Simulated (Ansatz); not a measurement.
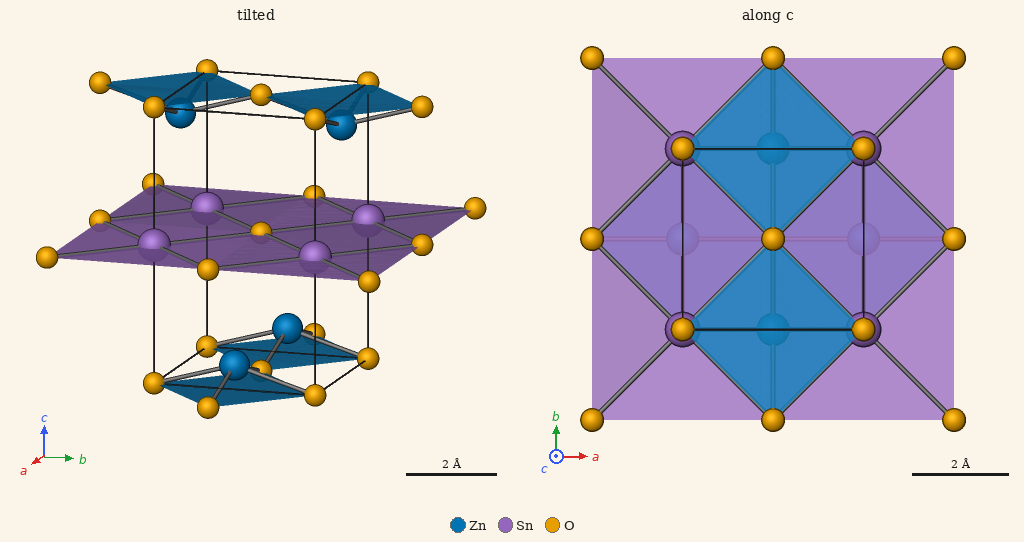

Crystal structure, polyhedral style, seen slightly off an axis and along the c axis. The outline marks the conventional unit cell. A few atoms beyond the faces are included. Cell: a = 3.80 Å, b = 3.80 Å, c = 6.36 Å, α = 90.00°, β = 90.00°, γ = 90.00°.

The model was built from a structure type filled with these elements by a generator (whether the compound takes this form wasn't checked). Earlier steps of the study, as a rule a relaxation of our own, may have changed the cell and positions, so they can lie some per cent off the listed ones. It went into a calculation with Ansatz.

**Characterise what is shown.**

It has the composition Zn$_{2}$SnO$_{3}$. Space group: P-4m2 (No. 115). Lattice: primitive tetragonal. It has 6 atoms to the cell (2 Zn, 1 Sn, 3 O). The Zn atoms are each bonded to four O at about 2.0 Å. Around each Sn lie four O in a square planar arrangement at about 2.7 Å. O takes three kinds of site: 1b with four Zn at about 2.0 Å; 1a with four Zn at about 2.0 Å; 1c with four Sn in a square planar arrangement at about 2.7 Å. The bonds build ZnO and SnO layers parallel to (001).

Method: Ansatz, DFT PBE, scalar-relativistic, plane waves, PAW; plane-wave cutoff 420 eV, a 10×10×6 k-point grid, Gaussian smearing of 0.01 eV, no spin polarisation.

**Predict the gap.**

A semiconductor at this level, with a gap of 0.09 eV, indirect.

**What net charge does each kind of atom have (Bader)?**

Zn +1.19 e; Sn +1.13 e; O -1.20 to -1.12 e.

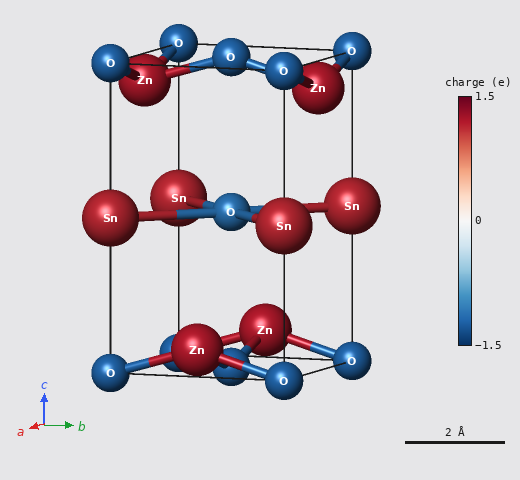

The atoms coloured by those charges. The run's cell of 6 atoms is drawn.

**Is the structure in equilibrium?**

Yes. All forces vanish to within 0.01 eV/Å. The pressure is 0.0 GPa, close to zero.
